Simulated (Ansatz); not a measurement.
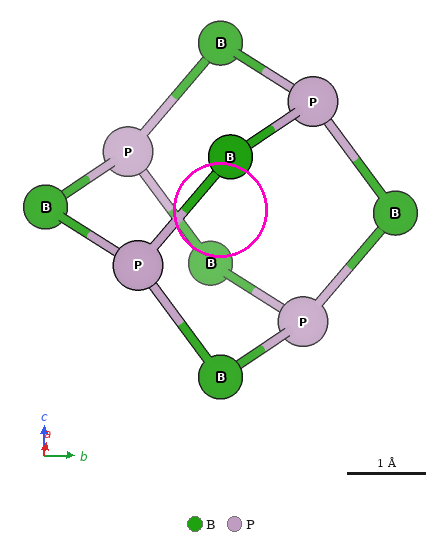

Perfect BP. A ball-and-stick model of the atoms within 3.3 Å of one point, seen from a free direction.

Theory: DFT PBE, scalar-relativistic, plane waves, PAW (Ansatz 0.2.0). (plane-wave cutoff 420 eV; k-point mesh 3 × 3 × 3; occupations gaussian; smearing width 0.01 eV; collinear spin) The cell is small and the k-mesh coarse, so the numbers are rough. A uniform background neutralises the charged cell. The axes drawn are those of the host's conventional cell.

An extra phosphorus atom is put between the host's atoms (an interstitial) at the ringed place, in charge state +2. The supercell has 32 sites, and the atoms are relaxed at the host's cell.

### Predict the relaxed surroundings of the defect.

The P atom starts with 4 P at 1.97 Å, 6 B at 2.27 Å around its place and ends with 4 P at 2.18 Å, 6 B at 2.32 Å. Of the host's atoms, a phosphorus atom moves furthest from its site, by 0.21 Å.

The relaxed defect, seen from the same direction:

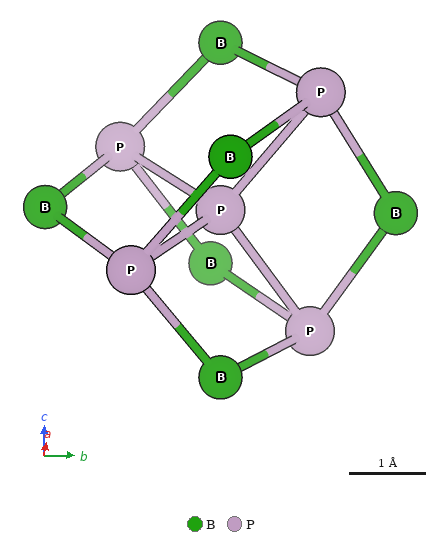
